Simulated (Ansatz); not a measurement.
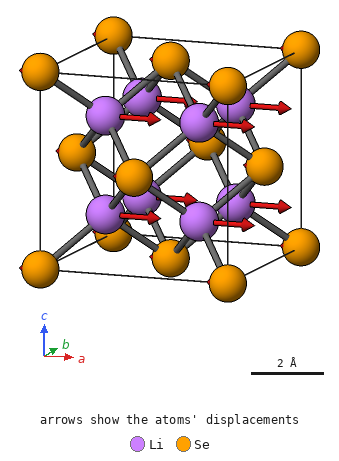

The lowest optical mode of a crystal of Li₂Se relaxed at 9 GPa, space group Fm-3m (No. 225), at the zone centre. Displacements are drawn as red arrows; their common scale and sign are arbitrary. Style: ball-and-stick. Shown: the conventional cell (4 times the calculation's cell), slightly off an axis. Lengths and directions refer to the drawn axes.

Level of theory: Ansatz 0.2.0, DFT PBEsol, scalar-relativistic, plane waves, PAW. Settings: plane-wave cutoff 420 eV; k-point mesh 8 × 8 × 8; occupations fixed; target pressure 9 GPa; no spin polarisation.

Frequencies are those without the non-analytic (LO–TO) term.

Is this crystal at a minimum with respect to the drawn distortion?

Yes: this softest mode has a real frequency, and so have all others here. That speaks for this wave vector alone: the rest of the zone wasn't checked in this run. This is the T₁u mode (triply degenerate; one member of the set is drawn) at 383 cm⁻¹, the lowest optical level, infrared-active by symmetry. The Li sublattice moves against the Se sublattice, along a; the kinetic energy is shared as Li 85 %, Se 15 %. Its infrared intensity is 17 (D/Å)²/amu for the set. The value is the transverse one; the longitudinal partner lies at 455 cm⁻¹.
